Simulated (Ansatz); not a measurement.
# BaO: what the fields show

```xyz
8
Lattice="5.5735 0.0000 0.0000 0.0000 5.5735 0.0000 0.0000 0.0000 5.5735" Properties=species:S:1:pos:R:3 pbc="T T T"
Ba    2.7868    0.0000    0.0000
Ba    0.0000    2.7868    0.0000
Ba    0.0000    0.0000    2.7868
Ba    2.7868    2.7868    2.7868
O     0.0000    0.0000    0.0000
O     2.7868    2.7868    0.0000
O     2.7868    0.0000    2.7868
O     0.0000    2.7868    2.7868
```

Space group Fm-3m; a structure generated by program, which may or may not match a known phase.

The calculation used DFT PBE, scalar-relativistic, plane waves, PAW (Ansatz).

In a PAW calculation such maps are meaningful between the atoms, not at the nuclei.

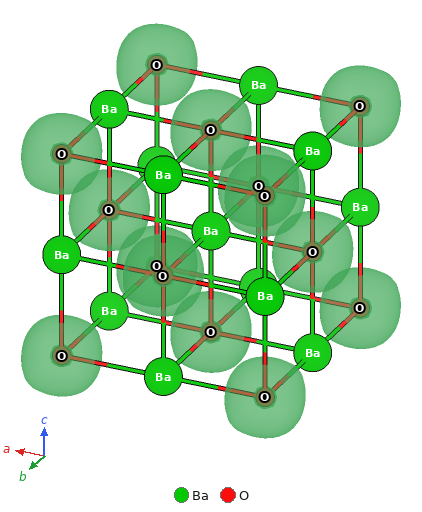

Figure 1. Isosurface of the electron localisation function at 0.6 (green), seen at an oblique angle. Core shells and regions of very low density are left out. Sticks mark near contacts.

### What do the ELF domains correspond to?

At this value the surface marks out four regions wrapped around O (the valence shell of each), counted in one cell of 8 atoms. Any copies at cell faces, edges or corners count once. Profiles from the grid: Ba–O (2.79 Å): the ELF is about 0.15 at the midpoint: a largely ionic contact.

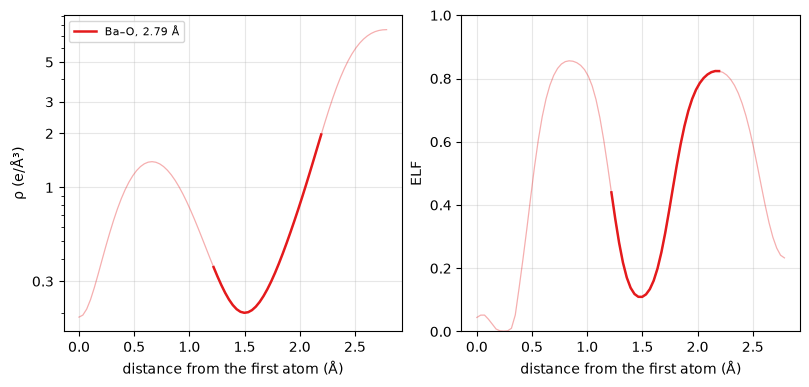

Figure 2. Valence electron density and ELF along straight lines between neighbouring atoms. Thin, pale parts lie inside the atomic spheres.

### What kind of bonding do the profiles show?

Ba–O (2.79 Å): ρ at the midpoint is about 0.22 e/Å³; the ELF is about 0.15 at the midpoint (a largely ionic contact).

### Metal or insulator at this level of theory?

It is gapped, with a Kohn–Sham gap of 2.1 eV on the k-point mesh (the band edges may lie off the mesh, which would make the gap smaller).
